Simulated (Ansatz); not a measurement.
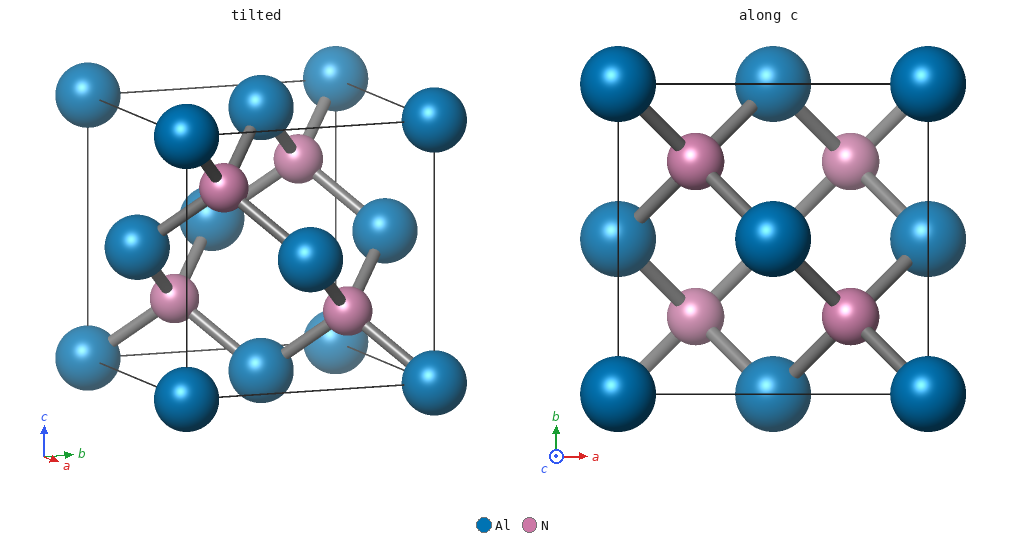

The figure gives a ball-and-stick picture of the atoms, viewed slightly off an axis and along the c axis. Atoms at the boundary of the conventional unit cell (the box) are drawn once for each face, edge or corner they touch.

AlN, zinc blende (sphalerite type), space group F-43m (No. 216), a = 4.370 Å, b = 4.370 Å, c = 4.370 Å, α = 90.00°, β = 90.00°, γ = 90.00°. Provenance: a structure listed in the Materials Project. Earlier steps of the study may have refined or changed the cell and positions. It was run through Ansatz as a DFT input.

This one geometry was computed with Ansatz (DFT, plane waves, PAW) at three levels of theory: r2SCAN, PBE and HSE06. It was relaxed beforehand with r2SCAN.

> Which level gives the highest pressure at this volume, and what does that say about its equilibrium volume?

Highest: PBE (4.6 GPa), which points to the largest equilibrium volume. Lowest, with the smallest volume: HSE06 (-0.6 GPa). Levels within 0.5 GPa of each other can't be told apart.

> How does the band gap change with the level of theory?

PBE: a gap of 3.33 eV, indirect; r2SCAN: a gap of 3.94 eV, indirect; HSE06: a gap of 4.55 eV, indirect.

> Collect the results in a table.

| level | cutoff (eV) | k-mesh of the run's cell | gap (eV) | pressure (GPa) |
| --- | --- | --- | --- | --- |
| r2SCAN | 500 | 10×10×10 | 3.94 | 0.0 |
| PBE | 420 | 8×8×8 | 3.33 | 4.6 |
| HSE06 | 420 | 4×4×4 | 4.55 | -0.6 |

Gaps are taken on the k-mesh or band path of each run.
